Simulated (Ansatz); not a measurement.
**Two runs on MgO**

System: MgO (R-3m, 2 atoms in the cell).
Method of the first run: DFT, PBE, plane waves, PAW, no spin polarisation (Ansatz 0.2.0).

The structure was built on a prototype by a generator. The geometry comes from this level: r2SCAN (a point of a series of strains). Text and figures count atoms from 1; the logs count them from 0 in places.

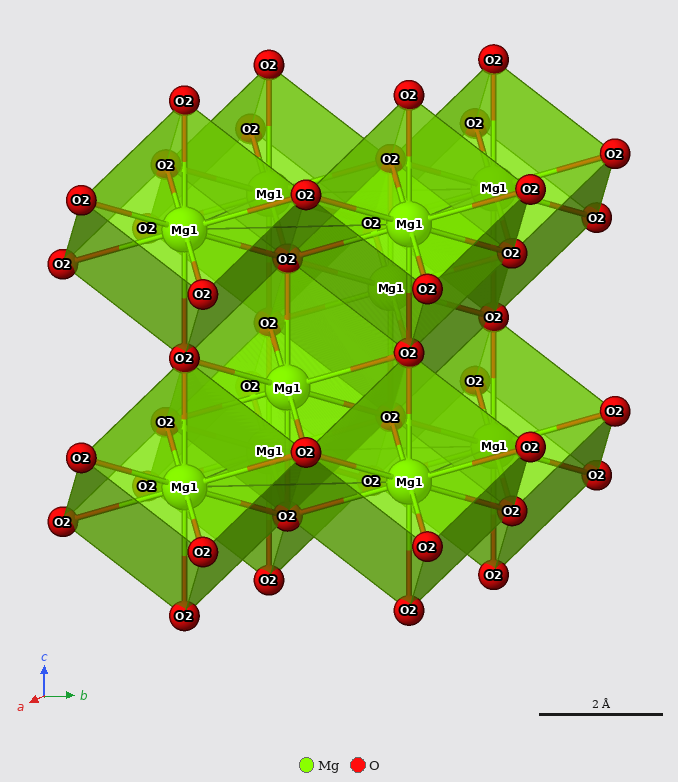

Figure 1. The structure as given in the input (polyhedral view of the cell 3 times as large as that of the calculation, set on its symmetry axes, seen slightly off an axis; polyhedra are completed across the faces of the cell; atoms are numbered from 1 in the order of the input).

### Input file, the first run
```yaml
crystal:
  lattice:
    - [2.57149426, -0.0518548678, -0.0518548678]
    - [-0.0518548678, 2.57149426, -0.0518548678]
    - [-0.0518548678, -0.0518548678, 2.57149426]
  atoms:
    - { symbol: Mg, position: [0.0, 0.0, 0.0] }
    - { symbol: O, position: [0.5, 0.5, 0.5] }
kpoints:
  mp_grid: { grid: [10, 10, 10] }
  band_path:
    path:
      - [0.0, 0.0, 0.0]
      - [0.0, 0.5, 0.0]
      - [0.5, 0.5, 0.0]
      - [0.5, 0.5, 0.5]
      - [0.0, 0.5, 0.5]
    npoints: 1
hamiltonian:
  xc: pbe
scf:
  occupations: { method: fermi_dirac, width: 0.02 }
  n_extra_bands: 4
output:
  forces: true
  stress: true
  eigenvalues: true
```

Command:
```bash
ansatz run input.yaml --threads 4 --pin off --max-ram 3686MiB --backend cpu --events-out ev --progress --plain --runs-dir out
```

Hardware: 4 threads of an x86-64 CPU, shared host.

### Output, shortened to warnings, some set-up lines, iterations and results (the first run)
```
Basis set: ecut = 420 eV, 341 PW (Γ), exchange–correlation on 36×36×36 points (8 copies of the dense FFT grid, shifted against one another)
Symmetry: 12 space group operations
k-points: 116 of 1000
Initial density: superposition of atomic densities (neutral atoms: chi_scale 0, normalization atom), corrected by the library's trained network
[...]
SCF iter   1: F=—  HF=-2492.553324 eV  |F-HF|=—  |Δ(HF+E_count)|=         —  Δρ=2.05e-3  dr2=4.58e-4  ethr=1.77e-3  ⟨swp⟩=6.0  Hψ=8286  notcnv=0
SCF iter   2: F=—  HF=-2492.553889 eV  |F-HF|=—  |Δ(HF+E_count)|=   5.65e-4  Δρ=1.29e-3  dr2=2.27e-4  ethr=2.86e-6  ⟨swp⟩=2.7  Hψ=3443  notcnv=0
SCF iter   3: F=—  HF=-2492.553963 eV  |F-HF|=—  |Δ(HF+E_count)|=   7.35e-5  Δρ=6.57e-4  dr2=4.26e-5  ethr=1.42e-6  ⟨swp⟩=2.1  Hψ=2104  notcnv=0
SCF iter   4: F=—  HF=-2492.553813 eV  |F-HF|=—  |Δ(HF+E_count)|=   1.50e-4  Δρ=1.41e-4  dr2=1.43e-6  ethr=2.66e-7  ⟨swp⟩=2.5  Hψ=1964  notcnv=0
SCF iter   5: F=-2492.553812 eV  HF=-2492.553813 eV  |F-HF|=4.82e-9  |Δ(HF+E_count)|=   2.78e-7  Δρ=7.12e-6  dr2=7.06e-9  ethr=8.94e-9  ⟨swp⟩=2.1  Hψ=1799  notcnv=0
SCF iter   6: F=-2492.553813 eV  HF=-2492.553813 eV  |F-HF|=1.82e-9  |Δ(HF+E_count)|=  5.68e-10  Δρ=3.97e-6  dr2=1.70e-9  ethr=4.41e-11  ⟨swp⟩=1.8  Hψ=4307  notcnv=0
SCF 1 converged in 6 iterations: F = -2492.553813 eV  dr2 = 1.70e-9
NSCF: frozen V_eff on 5 k-points
SCF converged after 6 iterations
Free energy (F): -2492.553813 eV
Harris-Foulkes:  -2492.553813 eV  (|F-HF|=1.82e-9)
Internal energy: -2492.553813 eV  (E = F + TS)
E sigma→0 (E₀):  -2492.553813 eV
Fermi energy:    12.757587 eV
--- Per-component energies (eV) ---
  E_band       = -272.579543
  E_kinetic    = 257.419491
  E_local      = -1500.003639  (includes V_loc(G=0)·N_el)
  E_nonlocal   = 143.015049
  E_hartree    = 512.737736
  E_xc         = -105.817962
  E_vxc        = -135.676195  (∫ρ·V_xc dr)
  E_paw        = -450.155118  (= ΣΔE_a)
  E_vpaw       = -62.813266  (= ΣTr[D̂ρ^β])
  E_aug_tail   = 0.002458  (compensation charges beyond the density's cutoff)
  E_ewald      = -1349.751827
  E_smearing   = -0.000000  (= −TS)
  E_closure    = 0.000000  (closes the sum)
  Σ components = -2492.553813   (vs F -2492.553813, Δ=0.00e0)
--- Forces (eV/Å), atoms counted from 1 ---
  atom   1  Mg     0.00000000     0.00000000     0.00000000
  atom   2  O      0.00000000     0.00000000     0.00000000
  max |Σ_I F_I| component: 3.29e-30 eV/Å
--- Stress (GPa, compression-positive) ---
       18.033994      -1.238646      -1.238646
       -1.238646      18.033994      -1.238646
       -1.238646      -1.238646      18.033994
  P = ⅓ Tr σ = 18.0340 GPa (180.340 kbar)
```

For the second run the input was changed thus:
```diff
-  xc: pbe
+  xc: r2scan
-  occupations: { method: fermi_dirac, width: 0.02 }
+  occupations: { method: fixed }
```

What does this change do to the results?

The total energies belong to different methods, so their difference says nothing on which is more stable or more accurate. The gap on the mesh goes from 3.26 to 4.14 eV. The pressure goes from 18.03 to 11.52 GPa. The functional changes from PBE to r2SCAN. The number of SCF iterations is the same. The default cutoff goes from 420 to 500 eV with the change. The plane waves at Γ go from 341 to 443.

### Output, shortened to warnings, some set-up lines, iterations and results (the second run)
```
Basis set: ecut = 500 eV, 443 PW (Γ), exchange–correlation on 80×80×80 points (64 copies of the dense FFT grid, shifted against one another)
Symmetry: 12 space group operations
k-points: 116 of 1000
Initial density: superposition of atomic densities (neutral atoms: chi_scale 0, normalization atom), corrected by the library's trained network
[...]
SCF iter   1: F=—  HF=-2496.576777 eV  |F-HF|=—  |Δ(HF+E_count)|=         —  Δρ=9.78e-3  dr2=1.05e-2  dr2_τ=7.46e-2  ethr=1.77e-3  ⟨swp⟩=4.4  Hψ=7439  notcnv=0  defer=179
SCF iter   2: F=—  HF=-2496.690519 eV  |F-HF|=—  |Δ(HF+E_count)|=   1.14e-1  Δρ=4.79e-3  dr2=2.05e-3  dr2_τ=1.81e-4  ethr=6.56e-5  ⟨swp⟩=2.9  Hψ=3602  notcnv=0  defer=223
SCF iter   3: F=—  HF=-2496.690545 eV  |F-HF|=—  |Δ(HF+E_count)|=   2.58e-5  Δρ=1.22e-3  dr2=8.93e-5  dr2_τ=1.26e-5  ethr=1.28e-5  ⟨swp⟩=2.8  Hψ=2281  notcnv=0  defer=227
SCF iter   4: F=—  HF=-2496.690551 eV  |F-HF|=—  |Δ(HF+E_count)|=   6.35e-6  Δρ=6.28e-4  dr2=5.98e-5  dr2_τ=6.74e-6  ethr=5.58e-7  ⟨swp⟩=2.0  Hψ=2273  notcnv=0  defer=225
SCF iter   5: F=—  HF=-2496.690533 eV  |F-HF|=—  |Δ(HF+E_count)|=   1.81e-5  Δρ=5.35e-5  dr2=2.69e-7  dr2_τ=3.32e-8  ethr=3.74e-7  ⟨swp⟩=2.1  Hψ=1859  notcnv=0  defer=225
SCF iter   6: F=-2496.690533 eV  HF=-2496.690533 eV  |F-HF|=4.34e-8  |Δ(HF+E_count)|=   1.42e-7  Δρ=2.09e-5  dr2=5.36e-8  dr2_τ=6.08e-9  ethr=6.25e-10  ⟨swp⟩=7.0  Hψ=6475  …
SCF 1 converged in 6 iterations: F = -2496.690533 eV  dr2 = 5.36e-8
NSCF: frozen V_eff on 5 k-points
SCF converged after 6 iterations
Free energy (F): -2496.690533 eV
Harris-Foulkes:  -2496.690533 eV  (|F-HF|=4.34e-8)
Internal energy: -2496.690533 eV  (E = F + TS)
E sigma→0 (E₀):  -2496.690533 eV
Fermi energy:    10.788647 eV
--- Per-component energies (eV) ---
  E_band       = -292.596023
  E_kinetic    = 258.221013
  E_local      = -1502.354852  (includes V_loc(G=0)·N_el)
  E_nonlocal   = 142.716784
  E_hartree    = 514.387648
  E_xc         = -103.710789
  E_vxc        = -149.678270  (∫ρ·V_xc dr)
  E_paw        = -456.141403  (= ΣΔE_a)
  E_vpaw       = -79.907903  (= ΣTr[D̂ρ^β])
  E_aug_tail   = 0.001041  (compensation charges beyond the density's cutoff)
  E_vtau       = 9.632387  (kinetic-family band-sum trace: ∫τ·v_τ [+ j·A + Jᵃ·Aᵃ] dr)
  E_ewald      = -1349.751827
  E_core_change = -0.058149  (= ΣΔE_core)
  E_smearing   = -0.000000  (= −TS)
  E_closure    = 0.000000  (closes the sum)
  Σ components = -2496.690533   (vs F -2496.690533, Δ=0.00e0)
--- Forces (eV/Å), atoms counted from 1 ---
  atom   1  Mg    -0.00000000     0.00000000     0.00000000
  atom   2  O      0.00000000    -0.00000000     0.00000000
  max |Σ_I F_I| component: 5.52e-30 eV/Å
--- Stress (GPa, compression-positive) ---
       11.516834      -1.476205      -1.476205
       -1.476205      11.516834      -1.476205
       -1.476205      -1.476205      11.516834
  P = ⅓ Tr σ = 11.5168 GPa (115.168 kbar)
```

### The two runs side by side

```tsv
quantity	the first run	the second run
outcome	converged	converged
free energy per atom (eV)	−1246.2769	−1248.3453
gap on the mesh (eV)	3.26	4.14
pressure (GPa)	18.03	11.52
largest force (eV/Å)	0.000	0.000
SCF iterations	6	6
irreducible k-points	116	116
plane waves at Γ	341	443
wall time (shared host)	1.4 s	2.8 s
```

For the first run: The cell is under a pressure of 18.0 GPa at this level, so it is not at its equilibrium volume. For the second run: The cell is under a pressure of 11.5 GPa at this level, so it is not at its equilibrium volume.
